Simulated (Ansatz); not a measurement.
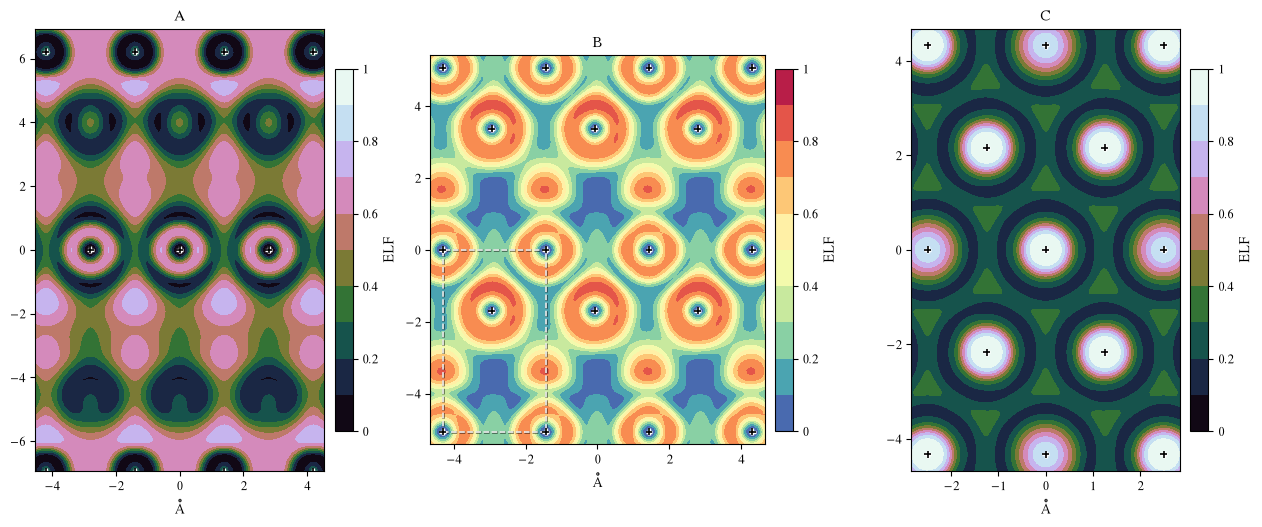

The ELF of 3 systems, each on a plane through atoms (crosses mark nuclei in the plane).

These are results of DFT PBEsol, scalar-relativistic, plane waves, PAW (Ansatz 0.2.0), not measurements.

System 1: TiAl, the (011) plane of the conventional cell. Space group P4mm; not relaxed (largest force 1.0 eV/Å); computed pressure about −4 GPa in this cell; computed without spin polarisation.

```xyz
6
Lattice="2.7952 0.0000 0.0000 0.0000 2.7952 0.0000 0.0000 0.0000 12.8662" Properties=species:S:1:pos:R:3 pbc="T T T"
Ti    0.0000    0.0000    9.0872
Ti    0.0000    0.0000    1.0097
Ti    0.0000    0.0000    5.0484
Al    1.3976    1.3976   11.1065
Al    1.3976    1.3976    3.0291
Al    1.3976    1.3976    7.0678
```

System 2: FeCo$_{3}$, the (111) plane of the conventional cell. Space group Pm-3m; a structure from a database of computed crystals, not necessarily the ambient phase; computed pressure about −8 GPa in this cell; spin-polarised.

System 3: TaN, the (110) plane of the conventional cell. Space group P3m1; changed on purpose from its base cell (all N atoms moved +0.075 Å, as atom 2 towards its neighbour atom 2 (N) at 2.871 A); not relaxed (largest force 1.1 eV/Å).

```yaml
crystal:
  lattice:
    - [2.92399, 0.00000, 0.00000]
    - [-1.46199, 2.53225, 0.00000]
    - [0.00000, 0.00000, 2.87073]
  atoms:
    - { symbol: Ta, position: [0.33333, 0.66667, 0.50000] }
    - { symbol: N, position: [0.00000, 0.00000, 0.97387] }
```

**Match each panel to its system.**

Panel A is system 1, TiAl: the plane holds Ti and Al. Al–Al (2.80 Å): the ELF peaks at about 0.70 between the atoms. Panel B is system 3, TaN: the plane holds Ta and N. Ta–N (2.17 Å): the ELF peaks at about 0.80 in the valence shell of N, 0.7 Å from its nucleus, and is about 0.20 at the midpoint (no shared electron pair shows on this line). Panel C is system 2, FeCo$_{3}$: the plane holds Fe and Co. Fe–Co (2.50 Å): the ELF is about 0.25 at the midpoint: no localised pair shows between them.
